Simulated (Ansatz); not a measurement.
**Geometry relaxation of Ir (part 2 of 3)**

The same run, continued: Ir (2 atoms in the cell); DFT PBE, scalar-relativistic, plane waves, PAW, spin-polarised (Ansatz 0.2.0); cutoff 420 eV, 1×1×13 k-mesh, Gaussian smearing of 0.05 eV, collinear spins. The structure derives from an entry of the Crystallography Open Database. It belongs to a series of runs on one base structure; here: dimerised chain of atoms.

Geometry of the input (Å; fractional positions):
```
9.0000  0.0000  0.0000
0.0000  9.3000  0.0000
0.0000  0.0000  4.9265
Ir 0.5000  0.5000  0.0000
Ir 0.5000  0.5000  0.4650
```

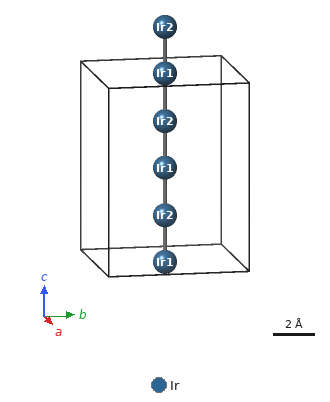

**Figure 1.** The geometry at step 2 of the log (ball-and-stick view of the 2 repeat of the cell, with the vacuum cut short, seen slightly off an axis; bonded neighbours outside the cell are drawn too; atoms are numbered from 1 in the order of the input).

### What the program printed, continued
```
SCF iter   1: F=—  HF=-23862.874098 eV  |F-HF|=—  |Δ(HF+E_count)|=         —  Δρ=2.33e-3 (↑2.33e-3 ↓2.27e-3)  dr2=3.62e-2  dr2_m=1.12e-2  M=1.077 μB ∫|m|=1.100 μB  β_m=0.30  ethr=1.05e-4  ⟨swp⟩=1.0  Hψ=1751  notcnv=0
preconditioner: auto → LDOS  [metal: Δε(μ)=0.000 eV  Ē_g=5.502 eV  σ=0.050 eV  W_gap=0.00  n_scr=38 (ndim 8)  ℏωp=8.2 eV  f_vac=0.769  D(μ)=3.48/eV (n_scr^D=8)]
spin=Collinear: LDOS preconditioning applied to the charge; magnetization (m = ρ↑ − ρ↓) channel mixes plain (no charge-response kernel on spin).
SCF iter   2: F=—  HF=-23862.883163 eV  |F-HF|=—  |Δ(HF+E_count)|=   9.06e-3  Δρ=1.65e-3 (↑1.65e-3 ↓1.27e-3)  dr2=3.01e-3  dr2_m=5.67e-3  M=1.077 μB ∫|m|=1.100 μB  β_m=0.39  ethr=1.05e-4  ⟨swp⟩=2.1  Hψ=528  notcnv=0
SCF iter   3: F=—  HF=-23862.894548 eV  |F-HF|=—  |Δ(HF+E_count)|=   1.14e-2  Δρ=8.53e-4 (↑8.53e-4 ↓5.72e-4)  dr2=5.23e-4  dr2_m=1.45e-3  M=1.077 μB ∫|m|=1.099 μB  β_m=0.55  ethr=8.85e-6  ⟨swp⟩=2.0  Hψ=500  notcnv=0
SCF iter   4: F=—  HF=-23862.897266 eV  |F-HF|=—  |Δ(HF+E_count)|=   2.72e-3  Δρ=1.49e-4 (↑1.49e-4 ↓1.16e-4)  dr2=1.48e-4  dr2_m=2.56e-5  M=1.077 μB ∫|m|=1.098 μB  β_m=0.72  ethr=1.54e-6  ⟨swp⟩=2.0  Hψ=573  notcnv=0
SCF iter   5: F=—  HF=-23862.897355 eV  |F-HF|=—  |Δ(HF+E_count)|=   8.90e-5  Δρ=2.15e-5 (↑2.15e-5 ↓2.09e-5)  dr2=5.53e-6  dr2_m=5.35e-7  M=1.077 μB ∫|m|=1.098 μB  β_m=0.77  ethr=4.34e-7  ⟨swp⟩=2.4  Hψ=541  notcnv=0
SCF iter   6: F=—  HF=-23862.897361 eV  |F-HF|=—  |Δ(HF+E_count)|=   5.98e-6  Δρ=4.41e-6 (↑3.95e-6 ↓4.41e-6)  dr2=6.61e-8  dr2_m=2.59e-8  M=1.077 μB ∫|m|=1.098 μB  β_m=0.80  ethr=1.63e-8  ⟨swp⟩=2.0  Hψ=442  notcnv=0
iter 7 did not close the SCF: its close was put off for a magnetic moment that had not settled (scf_convergence_deferred on its scf_iter line)
SCF iter   7: F=-23862.897362 eV  HF=-23862.897362 eV  |F-HF|=1.09e-8  |Δ(HF+E_count)|=   2.85e-7  Δρ=1.14e-6 (↑1.14e-6 ↓1.11e-6)  dr2=6.34e-9  dr2_m=2.88e-9  M=1.077 μB ∫|m|=1.098 μB  β_m=0.87  ethr=1.94e-10  ⟨swp⟩=7.1  Hψ=2030  notcnv=0
SCF iter   8: F=-23862.897362 eV  HF=-23862.897362 eV  |F-HF|=2.69e-10  |Δ(HF+E_count)|=   1.55e-8  Δρ=2.15e-7 (↑2.15e-7 ↓2.00e-7)  dr2=6.52e-11  dr2_m=1.18e-10  M=1.077 μB ∫|m|=1.098 μB  ethr=1.86e-11  ⟨swp⟩=6.1  Hψ=1760  notcnv=0
SCF 3 converged in 8 iterations: F = -23862.897362 eV  dr2 = 6.52e-11
  greatest PAW one-centre occupation: 1.002 electrons in one spin orbital (limit 2), on the Ir atom at site 1 (counted from 0), in its partial waves of l = 1
relax step   3: F+E_penalty+E_count = -23862.89736173 eV  Δ(F+E_penalty+E_count) = -8.410e-3 eV  max|allowed force component| = 1.344e0 eV/Å  Δτ_max = 0.0315 Å  P = +0.939 GPa  Ω = 371.984 Å³  energy of the carried Pulay correction = +1.373e-3 eV  fix = [a, b, alpha, beta, gamma]  reactions: a -0.011, b -0.008 GPa  (8 SCF iters, dr2 threshold 2.00e-7 eV, accepted)
Crystal: 2 atoms, lattice volume = 380.235 Å³
Basis set: ecut = 420 eV, 7451 PW (Γ), exchange–correlation on 128×128×72 points (8 copies of the dense FFT grid, shifted against one another)
iter 1 solved again at ethr=3.05e-5 eV; its pass at ethr=3.10e-3 eV (dr2=1.04e-2 eV) is discarded
SCF iter   1: F=—  HF=-23862.986838 eV  |F-HF|=—  |Δ(HF+E_count)|=         —  Δρ=1.03e-3 (↑8.94e-4 ↓1.03e-3)  dr2=1.07e-2  dr2_m=1.47e-3  M=1.077 μB ∫|m|=1.105 μB  β_m=0.30  ethr=3.05e-5  ⟨swp⟩=2.1  Hψ=1724  notcnv=0
preconditioner: auto → Resta (q_TF=auto, 1.824 Å⁻¹)  ε∞=3.3  [insulator: Δε(μ)=0.162 eV  Ē_g=5.274 eV  σ=0.050 eV  W_gap=0.50  n_scr=38 (ndim 8)  ℏωp=8.1 eV  f_vac=0.773  D(μ)=3.54/eV (n_scr^D=8)  ε∞_Penn≈3.3  vacuum switching on, ρ_ref=2.0e-3 e/Å³]
spin=Collinear: Resta preconditioning applied to the charge; magnetization (m = ρ↑ − ρ↓) channel mixes plain (no charge-response kernel on spin).
SCF iter   2: F=—  HF=-23862.987941 eV  |F-HF|=—  |Δ(HF+E_count)|=   1.10e-3  Δρ=6.30e-4 (↑6.07e-4 ↓6.30e-4)  dr2=2.33e-3  dr2_m=7.78e-4  M=1.077 μB ∫|m|=1.104 μB  β_m=0.45  ethr=3.05e-5  ⟨swp⟩=2.1  Hψ=450  notcnv=0
SCF iter   3: F=—  HF=-23862.990323 eV  |F-HF|=—  |Δ(HF+E_count)|=   2.38e-3  Δρ=2.31e-4 (↑2.31e-4 ↓1.83e-4)  dr2=1.68e-4  dr2_m=1.06e-4  M=1.077 μB ∫|m|=1.104 μB  β_m=0.72  ethr=6.85e-6  ⟨swp⟩=2.0  Hψ=447  notcnv=0
SCF iter   4: F=—  HF=-23862.990652 eV  |F-HF|=—  |Δ(HF+E_count)|=   3.28e-4  Δρ=2.49e-5 (↑1.33e-5 ↓2.49e-5)  dr2=1.03e-5  dr2_m=3.74e-7  M=1.077 μB ∫|m|=1.103 μB  β_m=0.86  ethr=4.94e-7  ⟨swp⟩=2.0  Hψ=505  notcnv=0
SCF iter   5: F=—  HF=-23862.990651 eV  |F-HF|=—  |Δ(HF+E_count)|=   4.44e-7  Δρ=7.29e-6 (↑7.29e-6 ↓5.50e-6)  dr2=1.20e-6  dr2_m=2.31e-8  M=1.077 μB ∫|m|=1.103 μB  β_m=0.93  ethr=3.03e-8  ⟨swp⟩=2.1  Hψ=454  notcnv=0
SCF iter   6: F=—  HF=-23862.990651 eV  |F-HF|=—  |Δ(HF+E_count)|=   2.47e-7  Δρ=2.15e-6 (↑2.15e-6 ↓1.63e-6)  dr2=9.17e-8  dr2_m=8.37e-10  M=1.077 μB ∫|m|=1.103 μB  β_m=0.89  ethr=3.53e-9  ⟨swp⟩=2.3  Hψ=480  notcnv=0
SCF iter   7: F=-23862.990651 eV  HF=-23862.990651 eV  |F-HF|=8.27e-9  |Δ(HF+E_count)|=   3.67e-8  Δρ=7.91e-7 (↑7.91e-7 ↓7.87e-7)  dr2=1.13e-8  dr2_m=5.08e-11  M=1.077 μB ∫|m|=1.103 μB  ethr=2.70e-10  ⟨swp⟩=6.6  Hψ=1926  notcnv=0
SCF 4 converged in 7 iterations: F = -23862.990651 eV  dr2 = 1.13e-8
  greatest PAW one-centre occupation: 1.001 electrons in one spin orbital (limit 2), on the Ir atom at site 1 (counted from 0), in its partial waves of l = 1
relax step   4: F+E_penalty+E_count = -23862.99065087 eV  Δ(F+E_penalty+E_count) = -9.329e-2 eV  max|allowed force component| = 8.602e-3 eV/Å  Δτ_max = 0.0171 Å  P = +0.057 GPa  Ω = 380.235 Å³  energy of the carried Pulay correction = +1.081e-3 eV  fix = [a, b, alpha, beta, gamma]  reactions: a -0.012, b -0.008 GPa  (7 SCF iters, dr2 threshold 2.00e-7 eV, accepted)
Crystal: 2 atoms, lattice volume = 380.949 Å³
Basis set: ecut = 420 eV, 7459 PW (Γ), exchange–correlation on 128×128×72 points (8 copies of the dense FFT grid, shifted against one another)
iter 1 solved again at ethr=1.23e-7 eV; its pass at ethr=3.10e-3 eV (dr2=4.19e-5 eV) is discarded
SCF iter   1: F=—  HF=-23862.990960 eV  |F-HF|=—  |Δ(HF+E_count)|=         —  Δρ=5.47e-5 (↑5.47e-5 ↓3.68e-5)  dr2=2.99e-6  dr2_m=6.04e-6  M=1.077 μB ∫|m|=1.104 μB  β_m=0.65  ethr=1.23e-7  ⟨swp⟩=3.0  Hψ=1666  notcnv=0
preconditioner: auto → Resta (q_TF=auto, 1.824 Å⁻¹)  ε∞=3.4  [insulator: Δε(μ)=0.161 eV  Ē_g=5.246 eV  σ=0.050 eV  W_gap=0.50  n_scr=38 (ndim 8)  ℏωp=8.1 eV  f_vac=0.771  D(μ)=3.52/eV (n_scr^D=8)  ε∞_Penn≈3.4  vacuum switching on, ρ_ref=2.0e-3 e/Å³]
spin=Collinear: Resta preconditioning applied to the charge; magnetization (m = ρ↑ − ρ↓) channel mixes plain (no charge-response kernel on spin).
SCF iter   2: F=—  HF=-23862.991021 eV  |F-HF|=—  |Δ(HF+E_count)|=   6.17e-5  Δρ=2.09e-5 (↑1.47e-5 ↓2.09e-5)  dr2=3.43e-6  dr2_m=7.27e-7  M=1.077 μB ∫|m|=1.104 μB  β_m=0.58  ethr=8.80e-9  ⟨swp⟩=2.1  Hψ=508  notcnv=0
SCF iter   3: F=—  HF=-23862.991041 eV  |F-HF|=—  |Δ(HF+E_count)|=   1.97e-5  Δρ=1.07e-5 (↑5.39e-6 ↓1.07e-5)  dr2=1.32e-6  dr2_m=1.32e-7  M=1.077 μB ∫|m|=1.104 μB  β_m=0.79  ethr=8.80e-9  ⟨swp⟩=2.0  Hψ=434  notcnv=0
SCF iter   4: F=—  HF=-23862.991048 eV  |F-HF|=—  |Δ(HF+E_count)|=   6.42e-6  Δρ=1.75e-6 (↑1.75e-6 ↓1.45e-6)  dr2=1.32e-7  dr2_m=1.71e-9  M=1.077 μB ∫|m|=1.104 μB  β_m=0.84  ethr=3.90e-9  ⟨swp⟩=2.3  Hψ=465  notcnv=0
SCF iter   5: F=-23862.991047 eV  HF=-23862.991047 eV  |F-HF|=8.89e-9  |Δ(HF+E_count)|=   5.11e-8  Δρ=7.08e-7 (↑7.08e-7 ↓6.98e-7)  dr2=1.32e-8  dr2_m=1.57e-11  M=1.077 μB ∫|m|=1.104 μB  ethr=2.67e-10  ⟨swp⟩=6.1  Hψ=1870  notcnv=0
SCF 5 converged in 5 iterations: F = -23862.991047 eV  dr2 = 1.32e-8
relax step   5: F+E_penalty+E_count = -23862.99104748 eV  Δ(F+E_penalty+E_count) = -3.966e-4 eV  max|allowed force component| = 5.599e-4 eV/Å  Δτ_max = 0.0001 Å  P = -0.007 GPa  Ω = 380.949 Å³  energy of the carried Pulay correction = +1.056e-3 eV  fix = [a, b, alpha, beta, gamma]  reactions: a -0.012, b -0.008 GPa  (5 SCF iters, dr2 threshold 9.09e-8 eV, accepted)
Basis set: ecut = 420 eV, 7459 PW (Γ), exchange–correlation on 128×128×64 points (8 copies of the dense FFT grid, shifted against one another)
Initial wavefunctions: pseudopotential atomic-orbital guess (no wavefunctions were taken with the density)
iter 1 solved again at ethr=2.30e-7 eV; its pass at ethr=3.10e-3 eV (dr2=7.83e-5 eV) is discarded
SCF iter   1: F=—  HF=-23862.988703 eV  |F-HF|=—  |Δ(HF+E_count)|=         —  Δρ=6.32e-5 (↑6.32e-5 ↓6.21e-5)  dr2=9.76e-6  dr2_m=1.98e-8  M=1.077 μB ∫|m|=1.103 μB  β_m=0.65  ethr=2.30e-7  ⟨swp⟩=3.7  Hψ=2439  notcnv=0
preconditioner: auto → Resta (q_TF=auto, 1.824 Å⁻¹)  ε∞=3.4  [insulator: Δε(μ)=0.161 eV  Ē_g=5.242 eV  σ=0.050 eV  W_gap=0.50  n_scr=38 (ndim 8)  ℏωp=8.1 eV  f_vac=0.771  D(μ)=3.53/eV (n_scr^D=8)  ε∞_Penn≈3.4  vacuum switching on, ρ_ref=2.0e-3 e/Å³]
spin=Collinear: Resta preconditioning applied to the charge; magnetization (m = ρ↑ − ρ↓) channel mixes plain (no charge-response kernel on spin).
SCF iter   2: F=—  HF=-23862.988899 eV  |F-HF|=—  |Δ(HF+E_count)|=   1.96e-4  Δρ=2.26e-5 (↑2.26e-5 ↓2.19e-5)  dr2=1.51e-6  dr2_m=3.60e-9  M=1.077 μB ∫|m|=1.103 μB  β_m=0.56  ethr=2.87e-8  ⟨swp⟩=2.7  Hψ=568  notcnv=0
SCF iter   3: F=—  HF=-23862.988902 eV  |F-HF|=—  |Δ(HF+E_count)|=   2.53e-6  Δρ=9.74e-6 (↑9.74e-6 ↓9.30e-6)  dr2=2.53e-7  dr2_m=2.37e-9  M=1.077 μB ∫|m|=1.103 μB  β_m=0.73  ethr=4.43e-9  ⟨swp⟩=2.1  Hψ=425  notcnv=0
SCF iter   4: F=—  HF=-23862.988902 eV  |F-HF|=—  |Δ(HF+E_count)|=   5.17e-7  Δρ=6.29e-7 (↑5.75e-7 ↓6.29e-7)  dr2=6.07e-9  dr2_m=4.19e-10  M=1.077 μB ∫|m|=1.103 μB  β_m=0.87  ethr=7.43e-10  ⟨swp⟩=2.3  Hψ=486  notcnv=0
SCF iter   5: F=—  HF=-23862.988902 eV  |F-HF|=—  |Δ(HF+E_count)|=  2.07e-10  Δρ=1.28e-7 (↑1.18e-7 ↓1.28e-7)  dr2=3.41e-10  dr2_m=1.68e-12  M=1.077 μB ∫|m|=1.103 μB  β_m=0.93  ethr=1.78e-11  ⟨swp⟩=2.4  Hψ=488  notcnv=0
SCF iter   6: F=—  HF=-23862.988902 eV  |F-HF|=—  |Δ(HF+E_count)|=   2.23e-8  Δρ=5.28e-8 (↑5.28e-8 ↓5.08e-8)  dr2=8.33e-11  dr2_m=5.64e-14  M=1.077 μB ∫|m|=1.103 μB  β_m=0.80  ethr=1.00e-12  ⟨swp⟩=2.0  Hψ=468  notcnv=0
SCF iter   7: F=—  HF=-23862.988902 eV  |F-HF|=—  |Δ(HF+E_count)|=  2.55e-11  Δρ=1.44e-8 (↑1.19e-8 ↓1.44e-8)  dr2=2.58e-12  dr2_m=5.97e-14  M=1.077 μB ∫|m|=1.103 μB  β_m=0.90  ethr=1.00e-12  ⟨swp⟩=1.7  Hψ=403  notcnv=0
SCF iter   8: F=-23862.988902 eV  HF=-23862.988902 eV  |F-HF|=1.82e-11  |Δ(HF+E_count)|=  7.28e-12  Δρ=4.00e-9 (↑3.21e-9 ↓4.00e-9)  dr2=1.82e-13  dr2_m=2.84e-15  M=1.077 μB ∫|m|=1.103 μB  ethr=1.00e-12  ⟨swp⟩=4.1  Hψ=1247  notcnv=0
SCF 6 converged in 8 iterations: F = -23862.988902 eV  dr2 = 1.82e-13
relax step   6: F+E_penalty+E_count = -23862.98890211 eV  Δ(F+E_penalty+E_count) = +2.145e-3 eV  max|allowed force component| = 4.395e-4 eV/Å  Δτ_max = 0.0000 Å  P = -0.005 GPa  Ω = 380.949 Å³  fix = [a, b, alpha, beta, gamma]  reactions: a -0.011, b -0.008 GPa  stress off target by 2.50e-3 GPa on what of the cell is left free  SCF on the basis re-selected at this cell (its energy is not comparable with the rows above)  (8 SCF iters)
basis re-selected at this cell: Δ(F+E_penalty+E_count) = +2.145e-3 eV, ΔP = +0.002 GPa vs the last step (what re-selecting the basis moved, of the pressure what is left beyond the Pulay correction that the steps carried, after the strain that the cell walked since its last selection, with what the two solves' SCF thresholds leave and, on support functions, any second-order correction that the steps lacked; it is no measure of the basis error at this ecutwfc). The dense FFT grid was sized anew with the basis: this SCF ran on 64×64×32 points, the steps before it on 64×64×36, so part of this shift can come from that change (see relax.cell in the input reference). This SCF's stress stands 2.50e-3 GPa from its target on what of the cell is left free (relax.cell.stress_tol is 3.00e-2 GPa) and its largest allowed force component is 4.40e-4 eV/Å (relax.f_tol is 1.00e-2 eV/Å): within both
WARN: The output density's exchange-correlation potential varies sharply where the density is thin. Do not read a vacuum level from v_tot or v_xc, or from such a field of the output density. On a cell that repeats whose density bears no net charge and no dipole along the vacuum's axis use v_es (v_loc + v_h of the components); under efield.dipole_correction with no amplitude use v_es + v_field, which holds any external_charges[].barrier, or the levels of the report's work_function block, which leave it out; under a non-zero efield.amplitude the vacuum is tilted and has no level; on a cell that repeats and bears such a dipole with no correction it is tilted too, and efield.dipole_correction with no amplitude gives each side of its ramp a level where efield: is served; in a cell that repeats whose density bears a net charge (total_charge, or a fill off its count) it is curved and has none; of a slab under crystal.periodic whose density bears no net charge use v_es, which has a level on each side, short of where the two are joined; of another it falls or rises all the way out and has none; of a slab beside external_charges read slab_vacuum_level instead, which it has where they leave it neutral. The grid or the basis barely resolves most such structure, and the values can differ between equally converged runs; as a rule a tighter scf.convergence.dr2_threshold does not remove it. Where the density itself ripples (under the LDA too) a higher basis.ecutwfc lessens it. The files hold the spikes' plane waves up to the density's cutoff. Files: v_tot_of_output_density and the like, and their columns of v_z.tsv (output.write_potential); v_xc_of_output_density and the like, and their columns of v_comp_z.tsv (output.write_potential_components). Measured: with its Gaussian average of σ = 0.25 Å subtracted twice, the exchange-correlation potential is over 0.1 eV at 5872 of the grid points where the equally averaged density (valence and model cores) is under 1e-3 e/Å³, and 2.09 eV at the most among them, at an averaged density of 2.8e-7 e/Å³. The input density's (outcome.potential() and, of a run that writes arrays, v_tot and v_xc) is over 0.1 eV, so measured, at 5836 points of its own thin density, 1.88 eV at the most. See output.write_potential in the manual, Limitations
SCF converged after 8 iterations
Magnetization: 1.0772 μB (17.5386 up, 16.4614 down)
Absolute magnetization: 1.1032 μB (∫|ρ↑−ρ↓|, with the PAW one-centre terms)
Spin contamination: 0.0027 ħ² per cell (⟨S²⟩ above its minimum at these occupations)
Per-site moments (μB) at R_I (Å): [(0.39656961332399726, 0.9387126768755291), (0.3965696133239973, 0.9387126768755291)]
Free energy (F): -23862.988902 eV
Harris-Foulkes:  -23862.988902 eV  (|F-HF|=1.82e-11)
Internal energy: -23862.984478 eV  (E = F + TS)
E sigma→0 (E₀):  -23862.986690 eV
Entropy (-TS):   -0.004424 eV (-2.212 meV/atom)
Fermi energy:    -3.344619 eV
--- Per-component energies (eV) ---
  E_band       = -1100.330703
  E_kinetic    = 1240.440664
  E_local      = -10867.358634  (includes V_loc(G=0)·N_el)
  E_nonlocal   = 153.394676
  E_hartree    = 4714.411095
  E_xc         = -527.489758
  E_vxc        = -588.253719  (∫ρ·V_xc dr)
  E_paw        = -18449.196758  (= ΣΔE_a)
  E_vpaw       = -467.376057  (= ΣTr[D̂ρ^β])
  E_aug_tail   = 0.000134  (compensation charges beyond the density's cutoff)
  E_ewald      = -127.185897
  E_smearing   = -0.004424  (= −TS)
  E_closure    = -0.000000  (closes the sum)
  Σ components = -23862.988902   (vs F -23862.988902, Δ=0.00e0)
--- Forces (eV/Å), atoms counted from 1 ---
  atom   1  Ir     0.00000000     0.00000000     0.00043952
  atom   2  Ir     0.00000000    -0.00000000    -0.00043952
  max |Σ_I F_I| component: 5.42e-20 eV/Å
--- Stress (GPa, compression-positive) ---
       -0.011017       0.000000       0.000000
        0.000000      -0.007631       0.000000
        0.000000       0.000000       0.002498
  P = ⅓ Tr σ = -0.0054 GPa (-0.054 kbar)
--- Band table (eV; the first three rows and the last of 14) ---
  k-point 0 ↑: bands = ["-95.0817", "-94.8672", "-53.5945", "-51.7618", "-51.7617", "-51.5064", "-51.5064", "-51.4169", "-10.6824", "-7.9195", "-7.9195", "-5.6633", "-5.1737", "-5.1732", "-3.6257", "-3.6256", "-2.6449", "-1.3300", "-1.3300", "-0.5157", "-0.5034", "1.7855", "2.1383"]
  k-point 1 ↑: bands = ["-95.0786", "-94.8704", "-53.5655", "-51.7581", "-51.7581", "-51.5102", "-51.5101", "-51.4516", "-10.5528", "-7.8611", "-7.8611", "-5.6298", "-5.1542", "-5.1537", "-3.6520", "-3.6520", "-2.7166", "-1.6839", "-1.6831", "-0.2351", "-0.2227", "1.7904", "1.8276"]
  k-point 2 ↑: bands = ["-95.0696", "-94.8797", "-53.4797", "-51.7474", "-51.7474", "-51.5532", "-51.5213", "-51.5213", "-10.1679", "-7.6870", "-7.6870", "-5.5299", "-5.0965", "-5.0961", "-3.7285", "-3.7285", "-2.9214", "-2.3294", "-2.3287", "0.2100", "0.2250", "0.8746", "1.9540"]
  k-point 6 ↓: bands = ["-94.7484", "-94.7223", "-52.5450", "-52.2822", "-51.2670", "-51.2669", "-51.2357", "-51.2356", "-6.3025", "-5.7654", "-5.7654", "-5.1049", "-5.1048", "-4.9902", "-4.1950", "-4.0767", "-4.0762", "-3.8841", "-3.8838", "-3.7547", "2.2628", "2.2909", "2.8539"]
--- Relaxed structure (5 steps of the walk, 5 accepted, 1 SCFs on fresh bases) ---
  F+E_penalty+E_count = -23862.98890211 eV   max|allowed force component| = 4.395e-4 eV/Å   (the final SCF, on the basis selected at the relaxed cell)
  cell:  # Å, volume = 380.9490 Å³
    - [9.0, 0.0, 0.0]
    - [0.0, 9.3, 0.0]
    - [0.0, 0.0, 4.551362133448065]
  atoms:
    - { symbol: Ir, position: [0.5, 0.5, -0.01750153484471185] }
    - { symbol: Ir, position: [0.5, 0.5, 0.4825015348447118] }
--- Löwdin populations: 2 sites ---
  site symbol       q [e]    m [muB]
     0     Ir     16.9438     0.5415
     1     Ir     16.9438     0.5415
  spilling = 0.003307 (of n_electrons = 34.000000)
```

### Trajectory as extended XYZ (Å, eV, eV/Å), 6 frames, from step=1 to step=6
```
2
Lattice="9.0000 0.0000 0.0000 0.0000 9.3000 0.0000 0.0000 0.0000 4.9265" Properties=species:S:1:pos:R:3:forces:R:3 step=1 energy=-23862.28634 pressure_GPa=-0.93
Ir    4.5000    4.6500    0.0000    0.0000   0.0000  -1.3664
Ir    4.5000    4.6500    2.2908    0.0000   0.0000   1.3664
2
Lattice="9.0000 0.0000 0.0000 0.0000 9.3000 0.0000 0.0000 0.0000 4.6867" Properties=species:S:1:pos:R:3:forces:R:3 step=2 energy=-23862.88895 pressure_GPa=-0.82
Ir    4.5000    4.6500   -0.0684    0.0000   0.0000  -0.5539
Ir    4.5000    4.6500    2.2477    0.0000   0.0000   0.5539
2
Lattice="9.0000 0.0000 0.0000 0.0000 9.3000 0.0000 0.0000 0.0000 4.4443" Properties=species:S:1:pos:R:3:forces:R:3 step=3 energy=-23862.89736 pressure_GPa=0.94
Ir    4.5000    4.6500   -0.0933    0.0000   0.0000   1.3442
Ir    4.5000    4.6500    2.1599    0.0000   0.0000  -1.3442
2
Lattice="9.0000 0.0000 0.0000 0.0000 9.3000 0.0000 0.0000 0.0000 4.5428" Properties=species:S:1:pos:R:3:forces:R:3 step=4 energy=-23862.99065 pressure_GPa=0.06
Ir    4.5000    4.6500   -0.0796    0.0000   0.0000   0.0086
Ir    4.5000    4.6500    2.1921    0.0000   0.0000  -0.0086
2
Lattice="9.0000 0.0000 0.0000 0.0000 9.3000 0.0000 0.0000 0.0000 4.5514" Properties=species:S:1:pos:R:3:forces:R:3 step=5 energy=-23862.99105 pressure_GPa=-0.01
Ir    4.5000    4.6500   -0.0797    0.0000   0.0000   0.0006
Ir    4.5000    4.6500    2.1960    0.0000   0.0000  -0.0006
2
Lattice="9.0000 0.0000 0.0000 0.0000 9.3000 0.0000 0.0000 0.0000 4.5514" Properties=species:S:1:pos:R:3:forces:R:3 step=6 energy=-23862.98890 pressure_GPa=-0.01
Ir    4.5000    4.6500   -0.0797    0.0000   0.0000   0.0004
Ir    4.5000    4.6500    2.1960    0.0000   0.0000  -0.0004
```

### Key numbers

- outcome: converged
- electrons treated: 34
- free energy: −23862.9889 eV
- Fermi energy: −3.345 eV
- gap on the k-point mesh: none (metallic)
- net moment of the cell: 1.08 μB
- integrated absolute moment: 1.10 μB
- final volume: 380.95 Å³
- largest force (length of the vector) at the end: under 0.001 eV/Å
- hardware: 2 threads of Arm Neoverse V1, 24 GiB of memory available, shared host
- wall time: 31 s (CPU time 62 s)
- peak memory: 0.62 GiB
